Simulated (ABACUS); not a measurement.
# Energy of SnO2 along an even scaling of the cell

System: SnO2 (P4₂/mnm, 6 atoms in the cell).
Method: Kohn-Sham DFT of a periodic cell, PBEsol, PseudoDojo NC SR 0.4.1 PBEsol standard, no spin polarisation (ABACUS 3.10.1).

The 7 runs differ only in the geometry, by an even scaling of the cell at fixed fractional positions. The structure derives from an entry of the Crystallography Open Database.

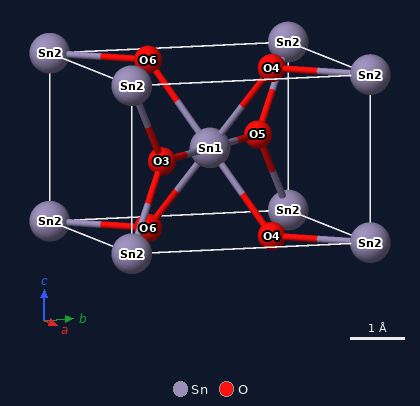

Figure 1. The structure of run 4 (ball-and-stick view of the cell of the calculation, seen slightly off an axis; atoms are numbered from 1 in the order of the input). An atom can appear more than once, as a periodic image.

### The input of run 4
```
INPUT_PARAMETERS
suffix              SnO2
calculation         scf
basis_type          pw
pseudo_dir          ./
symmetry            1
dft_functional      pbesol
ecutwfc             84
pseudo_rcut         7
nspin               1
nbands              32
ks_solver           dav
smearing_method     fd
smearing_sigma      0.00367493
scf_thr             1e-08
scf_nmax            100
mixing_type         broyden
mixing_beta         0.7
cal_force           1
cal_stress          1
kpar                4
```

### File STRU of run 4
```
ATOMIC_SPECIES
Sn 118.7100 Sn.upf
O 15.9990 O.upf

LATTICE_CONSTANT
1.8897261246

LATTICE_VECTORS
4.7380000000 0.0000000000 0.0000000000
0.0000000000 4.7380000000 0.0000000000
0.0000000000 0.0000000000 3.1865000000

ATOMIC_POSITIONS
Direct

Sn
0.0
2
0.5000000000 0.5000000000 0.5000000000 1 1 1
0.0000000000 0.0000000000 0.0000000000 1 1 1

O
0.0
4
0.8071000000 0.1929000000 0.5000000000 1 1 1
0.6929000000 0.6929000000 0.0000000000 1 1 1
0.1929000000 0.8071000000 0.5000000000 1 1 1
0.3071000000 0.3071000000 0.0000000000 1 1 1
```

### File KPT of run 4
```
K_POINTS
0
Gamma
6 6 8 0 0 0
```

Command:
```bash
OMP_NUM_THREADS=1 mpirun -np 4 abacus > log
```

Run 5 differs from it as follows:
```diff
-4.7380000000 0.0000000000 0.0000000000
-0.0000000000 4.7380000000 0.0000000000
-0.0000000000 0.0000000000 3.1865000000
+4.7693783979 0.0000000000 0.0000000000
+0.0000000000 4.7693783979 0.0000000000
+0.0000000000 0.0000000000 3.2076032640
```

### Results, with one run withheld

```tsv
run	volume per atom (Å³)	free energy per atom, from the lowest run given (meV)	pressure (GPa)	gap on the mesh (eV)
1	11.207	66.81	22.22	1.91
2	11.445	38.22	16.21	1.65
3	11.684	18.11	10.84	1.40
4	11.922	5.55	6.03	1.16
5	12.161	?	?	?
6	12.399	0.00	−2.08	0.72
7	12.637	5.62	−5.50	0.51
```

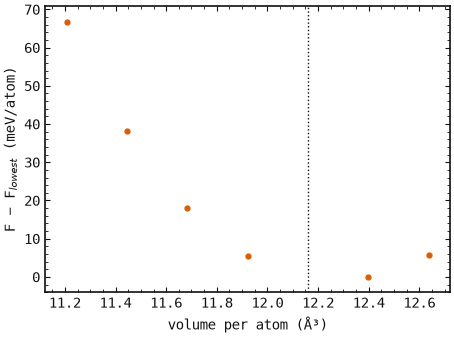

Figure 2. Free energy per atom of the runs given; the dotted line marks run 5.

Fit the runs given and predict run 5.

A cubic polynomial in V^(−2/3) (the Birch–Murnaghan form), fitted to the 6 runs given, misses them by at most 0.03 meV per atom. With x = V^(−2/3) − 0.19223 Å⁻², it reads F = 7.9153 + 4147 x + 4.9588e+05 x² + 1.059e+06 x³ (meV per atom). At run 5 it gives −0.24 meV per atom, and the run itself gives −0.24. The slope of the fit gives a pressure −dF/dV of 1.78 GPa there, and the run prints 1.74 GPa. The fit has its minimum at 12.269 Å³ per atom, where V d²F/dV² gives 198 GPa. Cell shape and fractional positions are held, so this is the stiffness under even scaling; the relaxed bulk modulus wasn't computed. The gap on the mesh goes, without turning, from 1.91 eV in run 1 to 0.51 eV in run 7; run 5 has 0.94 eV. These are gaps of this functional on this mesh, which can miss the band edges; they aren't the measured gap.

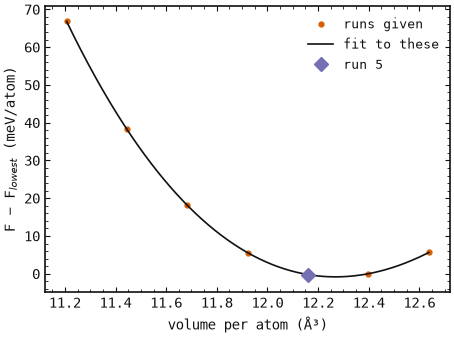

Figure 3. The fit and the withheld run.

### Some lines of the output (run 5)
```
[...]
 E_Fermi        0.6191365436         8.4237848331
 E_Fermi        0.8178487061         11.1274025050
 E_Fermi        0.7178409963         9.7667278070
 E_Fermi        0.7235166364         9.8439488531
 E_Fermi        0.7234083221         9.8424751612
 E_Fermi        0.7236570319         9.8458590310
 E_Fermi        0.7236247962         9.8454204418
 E_Fermi        0.7236325007         9.8455252679
 E_KS(sigma->0) -446.4928112379      -6074.8463488745
 E_Fermi        0.7236350770         9.8455603193
 final etot is -6074.8463493 eV
 EFERMI = 9.8455603193 eV
 TOTAL-PRESSURE: 17.445066 KBAR
 !FINAL_ETOT_IS -6074.8463492913160735 eV
```
